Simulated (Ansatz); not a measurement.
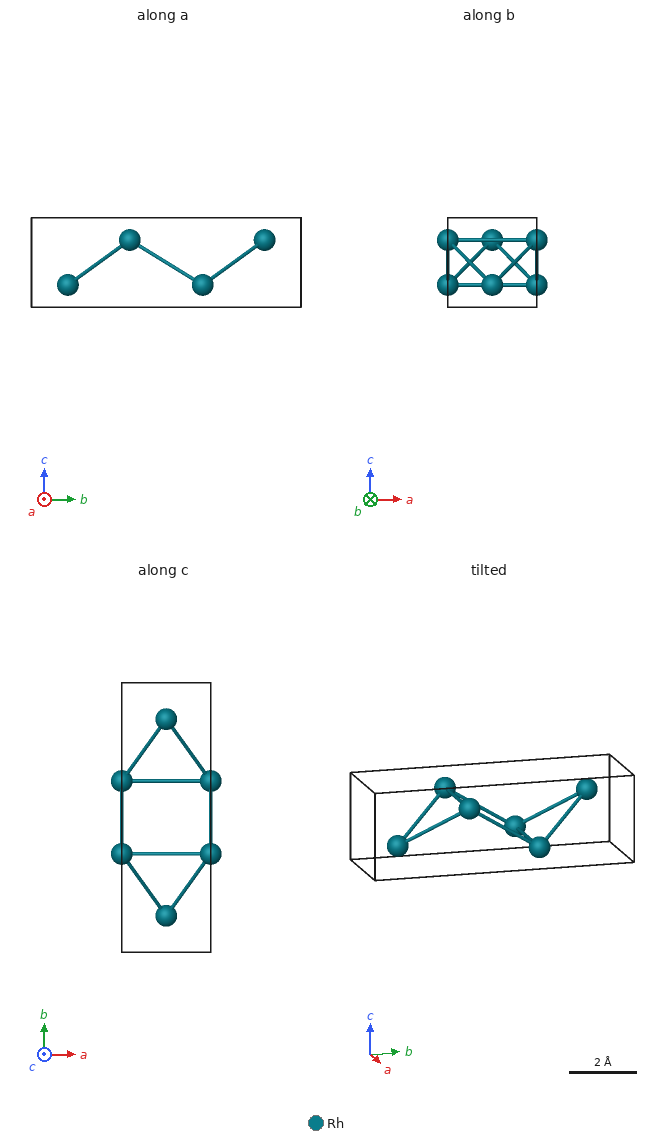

An orthographic ball-and-stick view of the structure, along the a axis, along the b axis, along the c axis and slightly off an axis. The wireframe shows the conventional unit cell.

Lattice parameters: a = 2.687 Å, b = 8.142 Å, c = 2.712 Å, α = 90.00°, β = 90.00°, γ = 90.00°. Put a along x and b in the xy plane.

Question: Set out the cell and atoms as a POSCAR file, with free fractional coordinates to two decimals.

Answer:
```
Rh
1.0
     2.687    0.000    0.000
     0.000    8.142    0.000
     0.000    0.000    2.712
Rh
4
Direct
  0.00 0.64 0.25
  0.50 0.86 0.75
  0.50 0.14 0.25
  0.00 0.36 0.75
```

The structure was taken from a structure type filled with this element by a generator (whether the element takes this form wasn't checked). This is the structure after a relaxation with DFT, PBE, plane waves (420 eV) with PAW, scalar-relativistic in Ansatz 0.2.0.
